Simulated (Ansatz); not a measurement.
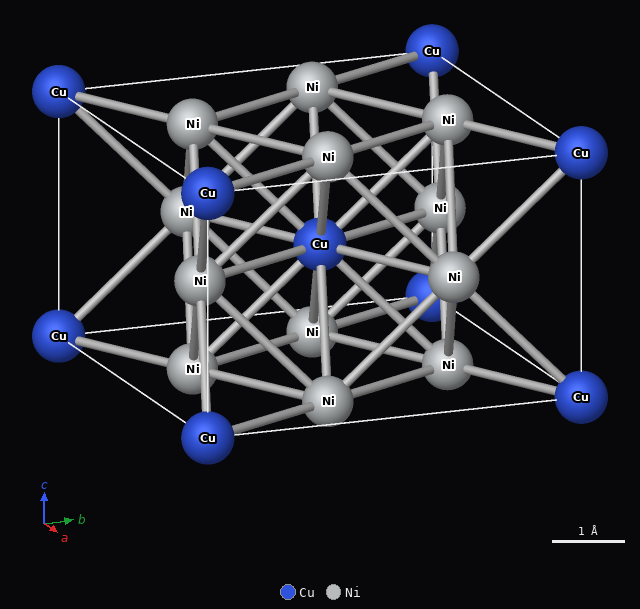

Lattice vibrations of a crystal of CuNi$_{4}$ (a generated structure), space group I4/m (No. 87), at the zone centre. A ball-and-stick model of the conventional cell (2 times the calculation's cell), seen slightly off an axis. Lengths and directions refer to the drawn axes.

Level of theory: Ansatz 0.2.0, DFT PBE, scalar-relativistic, plane waves, PAW.

The input:
```yaml
crystal:
  lattice:
    - [-2.7983865106, 2.7983865106, 1.7683388947]
    - [2.7983865106, -2.7983865106, 1.7683388947]
    - [2.7983865106, 2.7983865106, -1.7683388947]
  atoms:
    - { symbol: Cu, position: [0.0, 0.0, 0.0] }
    - { symbol: Ni, position: [0.4004999617, 0.1982361425, 0.5987361042] }
    - { symbol: Ni, position: [0.8017638575, 0.4004999617, 0.2022638192] }
    - { symbol: Ni, position: [0.1982361425, 0.5995000383, 0.7977361808] }
    - { symbol: Ni, position: [0.5995000383, 0.8017638575, 0.4012638958] }
basis:
  ecutwfc: 420
kpoints:
  mp_grid: { grid: [12, 12, 12] }
hamiltonian:
  xc: pbe
scf:
  occupations: { method: fermi_dirac, width: 0.15 }
output:
  eigenvalues: true
phonons:
  method: dfpt
  eigenvectors: true
```

Run as
```bash
ansatz run input.yaml --threads 4 --pin off --max-ram 8192MiB --backend cpu --events-out ev --progress --plain --runs-dir out
```

The frequencies depend somewhat on the k-mesh and the smearing.

Give the spectrum at this point.

Answer. The calculation's cell holds 5 atoms, so there are 12 optical modes, in 9 levels. The optical modes span 2E_u + 2A_g + 2B_g + A_u + E_g + B_u. No level is unstable.

```json
{"level": "1", "symmetry": "E_u", "frequency (cm⁻¹)": "183", "activity": "infrared-active"}
{"level": "2", "symmetry": "A_g", "frequency (cm⁻¹)": "187", "activity": "Raman-active"}
{"level": "3", "symmetry": "B_g", "frequency (cm⁻¹)": "196", "activity": "Raman-active"}
{"level": "4", "symmetry": "A_u", "frequency (cm⁻¹)": "220", "activity": "infrared-active"}
{"level": "5", "symmetry": "E_g", "frequency (cm⁻¹)": "222", "activity": "Raman-active"}
{"level": "6", "symmetry": "B_u", "frequency (cm⁻¹)": "226", "activity": "silent"}
{"level": "7", "symmetry": "B_g", "frequency (cm⁻¹)": "249", "activity": "Raman-active"}
{"level": "8", "symmetry": "A_g", "frequency (cm⁻¹)": "251", "activity": "Raman-active"}
{"level": "9", "symmetry": "E_u", "frequency (cm⁻¹)": "257", "activity": "infrared-active"}
```

The crystal is a metal, so free carriers screen the infrared response.

The displacement patterns (one member of each degenerate set), 6 of the levels:

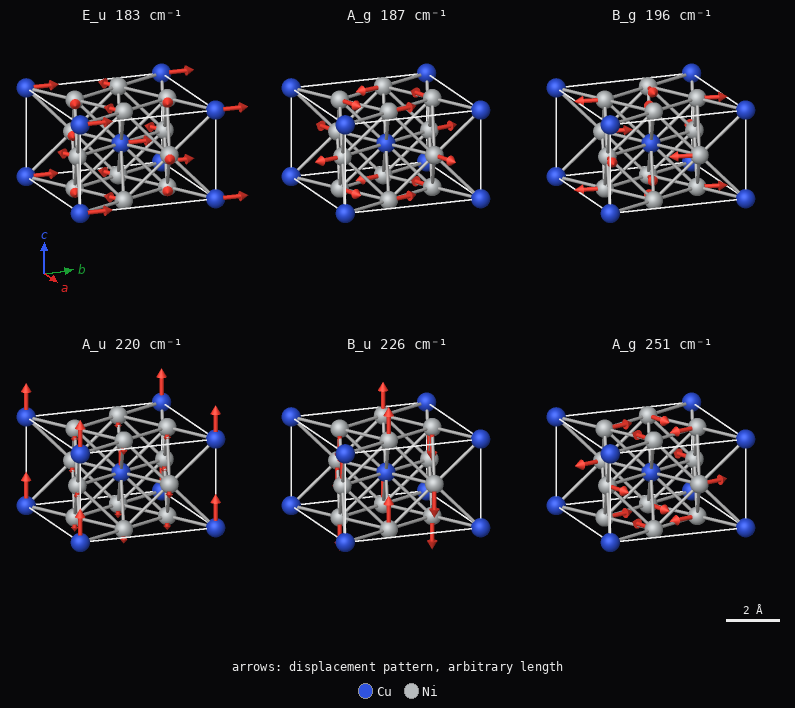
